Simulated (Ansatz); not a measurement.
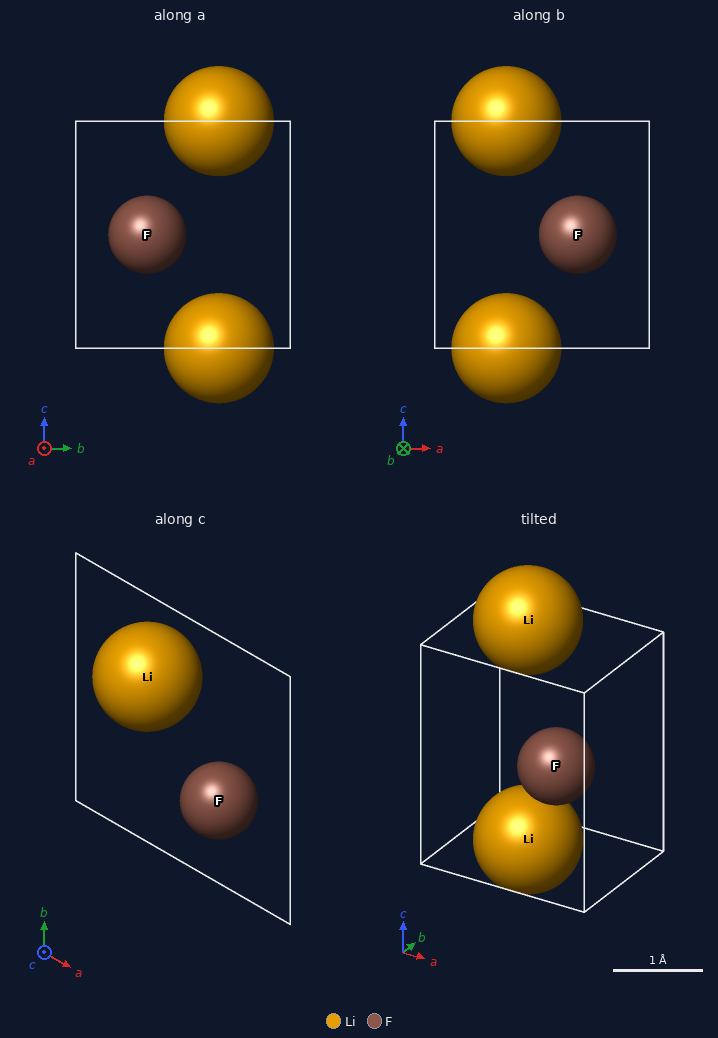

Spheres-only representation of a periodic structure, projected along the a axis, along the b axis, along the c axis and slightly off an axis. The lines enclose the conventional unit cell; boundary atoms appear with their images.

Lattice parameters: a = 2.8053 Å, b = 2.8053 Å, c = 2.5709 Å, α = 90.000°, β = 90.000°, γ = 120.000°.

### Give the atomic positions as a CIF with its space group and independent sites.

```cif
data_structure
_symmetry_space_group_name_H-M 'P -6 m 2'
_symmetry_Int_Tables_number 187
_cell_length_a 2.8053
_cell_length_b 2.8053
_cell_length_c 2.5709
_cell_angle_alpha 90.000
_cell_angle_beta 90.000
_cell_angle_gamma 120.000
_cell_volume 17.52
loop_
_atom_site_label
_atom_site_type_symbol
_atom_site_symmetry_multiplicity
_atom_site_Wyckoff_symbol
_atom_site_fract_x
_atom_site_fract_y
_atom_site_fract_z
_atom_site_occupancy
Li1 Li 1 c 0.3333 0.6667 0.0000 1
F1 F 1 f 0.6667 0.3333 0.5000 1
```

The cell started as a random cell made by a generator, so it need not be a real form of the compound. A relaxation with Ansatz 0.2.0, DFT PBE, scalar-relativistic, plane waves, PAW gave the geometry drawn.
